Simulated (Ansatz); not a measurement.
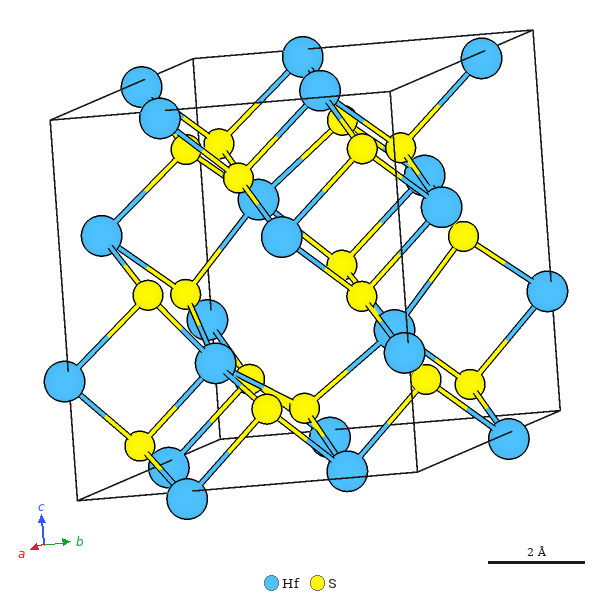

A ball-and-stick picture of a crystal structure, seen slightly off an axis. Atoms at the boundary of the supercell (the box) are drawn once for each face, edge or corner they touch. The host is HfS$_{2}$, in a cell of 27 sites, and the cell is neutral.

> Spot the defect.

A sulfur vacancy. Around the empty site lie three Hf at about 2.8 Å.

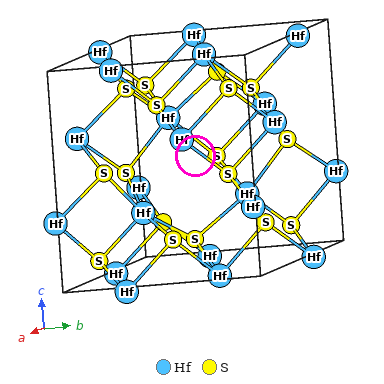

The same cell with a ring at the defect's site.

The atoms were relaxed in the host's cell with Ansatz, DFT PBE+D3(BJ), scalar-relativistic, plane waves, PAW.
